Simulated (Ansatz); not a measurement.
## Electronic structure of Zr$_{3}$S$_{2}$ in real space

Input file:

```
crystal:
  lattice:
    - [7.1526274937, 0.0, 0.0]
    - [0.0, 7.1526274937, 0.0]
    - [0.0, 0.0, 3.4701650791]
  atoms:
    - { symbol: Zr, position: [0.3423302155, 0.1576697845, 0.5] }
    - { symbol: Zr, position: [0.6576697845, 0.8423302155, 0.5] }
    - { symbol: Zr, position: [0.8423302155, 0.3423302155, 0.5] }
    - { symbol: Zr, position: [0.1576697845, 0.6576697845, 0.5] }
    - { symbol: Zr, position: [0.0, 0.0, 0.0] }
    - { symbol: Zr, position: [0.5, 0.5, 0.0] }
    - { symbol: S, position: [0.1485536463, 0.3514463537, 0.0] }
    - { symbol: S, position: [0.8514463537, 0.6485536463, 0.0] }
    - { symbol: S, position: [0.3514463537, 0.8514463537, 0.0] }
    - { symbol: S, position: [0.6485536463, 0.1485536463, 0.0] }
basis:
  ecutwfc: 420
kpoints:
  mp_grid: { grid: [6, 6, 10] }
  band_path:
    path:
      - [[0.0, 0.0, 0.0], [0.0, 0.5, 0.0], [0.5, 0.5, 0.0], [0.0, 0.0, 0.0], [0.0, 0.0, 0.5], [0.0, 0.5, 0.5], [0.5, 0.5, 0.5], [0.0, 0.0, 0.5]]
      - [[0.0, 0.5, 0.0], [0.0, 0.5, 0.5]]
      - [[0.5, 0.5, 0.0], [0.5, 0.5, 0.5]]
    npoints: 14
hamiltonian:
  xc: pbe
scf:
  occupations: { method: gaussian, width: 0.1 }
  n_extra_bands: 25
output:
  forces: true
  stress: true
  eigenvalues: true
  populations: true
  dos: { projected: true, de: 0.02, nscf_kmesh: { grid: [8, 8, 12] } }
  bader: true
  write_density: true
  write_potential: true
  elf: true
  volumetric_format: npy
```

Run with:

```sh
ansatz run input.yaml --threads 1 --pin off --max-ram 2560MiB --backend cpu --events-out ev --progress --plain --runs-dir out
```

Below, planes, directions and counts refer to the conventional cell (a = 7.15 Å, b = 7.15 Å, c = 3.47 Å, α = 90.00°, β = 90.00°, γ = 90.00°).

Space group P4/mbm; a generated structure, not necessarily the stable one.

These are results of Ansatz, DFT PBE, scalar-relativistic, plane waves, PAW, not measurements.

In a PAW calculation such maps are meaningful between the atoms, not at the nuclei.

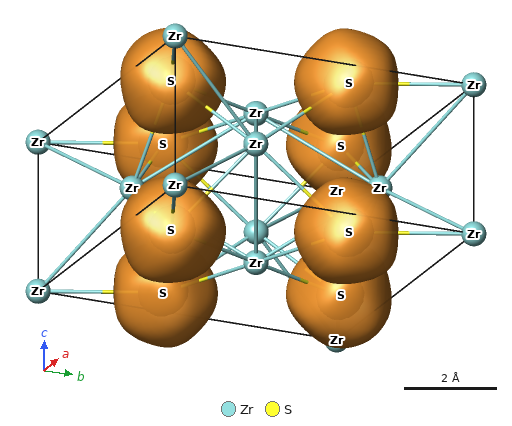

Figure 1. Isosurface of the ELF at 0.65 (orange), seen at an oblique angle. Only the valence region is drawn (cores and ρ < 0.01 e/Å³ removed). Sticks mark near contacts.

Question: Where are the electrons localised?

Answer: The ELF exceeds this value in four regions wrapped around S (the valence shell of each), counted in one cell of 10 atoms. Any copies at cell faces, edges or corners count once. Profiles from the grid: Zr–S (2.62 Å): the ELF peaks at about 0.85 in the valence shell of S, 0.8 Å from its nucleus, and is about 0.25 at the midpoint (no shared electron pair shows on this line). Zr–Zr (3.19 Å): the ELF is about 0.40 at the midpoint.

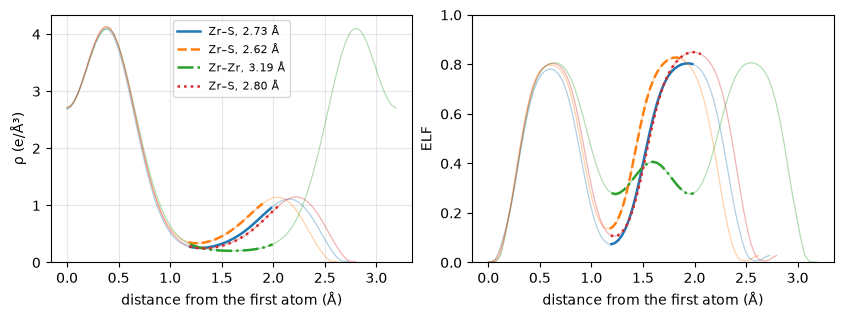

Figure 2. Valence charge density (pseudo) and ELF along straight lines between neighbouring atoms. Thin, pale parts lie inside the atomic spheres.

Question: Compare the contacts.

Answer: Zr–S (2.73 Å): ρ at the midpoint is about 0.27 e/Å³; the ELF peaks at about 0.80 in the valence shell of S, 0.8 Å from its nucleus, and is about 0.15 at the midpoint; no shared electron pair shows on this line.
Zr–S (2.62 Å): ρ is about 0.34 e/Å³ halfway; the ELF peaks at about 0.85 in the valence shell of S, 0.8 Å from its nucleus, and is about 0.25 at the midpoint: no localised pair shows between them.
Zr–Zr (3.19 Å): ρ at the midpoint is about 0.2 e/Å³; the ELF is about 0.40 at the midpoint.
Zr–S (2.80 Å): ρ at the midpoint is about 0.25 e/Å³; the ELF peaks at about 0.85 in the valence shell of S, 0.8 Å from its nucleus, and is about 0.20 at the midpoint; no localised pair shows between them.

Question: Which way does charge flow, and how much by Bader's partition?

Answer: Electrons move from Zr towards S. Bader charges: Zr +0.71 to +1.18 and S −1.54 e.

Question: Does the calculation make it a metal, or give it a gap?

Answer: It is metallic or semimetallic at this level of theory: no gap opens.
